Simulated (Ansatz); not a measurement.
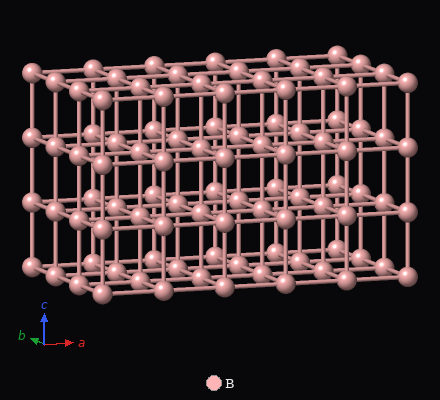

The structure; the drawing may span several cells.

Given this structure, the input geometry of an electronic-structure calculation (not necessarily at equilibrium); the starting structure was generated, so it need not be a known form of this composition, written in its standard cell:

```cif
data_structure
_symmetry_space_group_name_H-M 'P 1'
_symmetry_Int_Tables_number 1
_cell_length_a 1.8845
_cell_length_b 1.8845
_cell_length_c 1.8845
_cell_angle_alpha 90.000
_cell_angle_beta 90.000
_cell_angle_gamma 90.000
_cell_volume 6.69
loop_
_atom_site_label
_atom_site_type_symbol
_atom_site_fract_x
_atom_site_fract_y
_atom_site_fract_z
_atom_site_occupancy
B1 B 0.00000 0.00000 0.00000 1
```

Q: Predict the [110] zone-axis pattern (300 kV, kinematic, B = 1 Å²).

A: The spots form a rectangular net whose two shortest vectors correspond to d = 1.88 Å and 1.33 Å, 90.0° apart. They are 0 0 1 and 1 -1 0. The pattern has symmetry 2mm. No reflection of this zone is absent.

Strongest reflections with d > 0.80 Å, one of each family (|F|² from tabulated Gaussian fits of the electron scattering factors, times a small damping for the curvature of the Ewald sphere):

```json
{"hkl": "0 0 1", "d (Å)": "1.884", "I (strongest = 100)": "100"}
{"hkl": "1 -1 0", "d (Å)": "1.333", "I (strongest = 100)": "29"}
{"hkl": "1 -1 1", "d (Å)": "1.088", "I (strongest = 100)": "12"}
{"hkl": "0 0 2", "d (Å)": "0.942", "I (strongest = 100)": "6"}
```

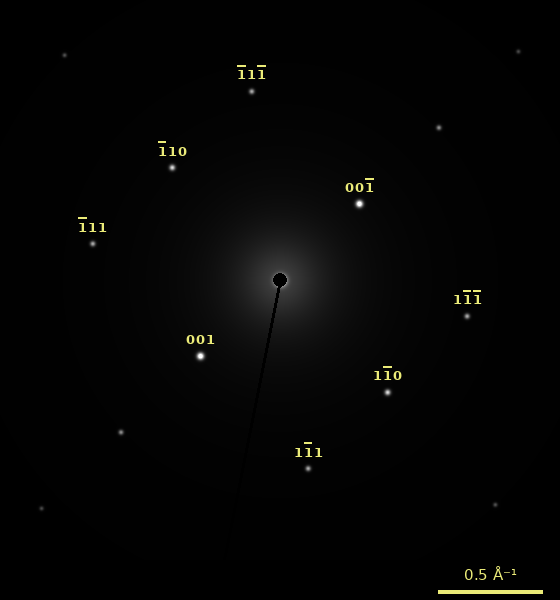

Calculated pattern, seen from the source side with [110] pointing towards the source.
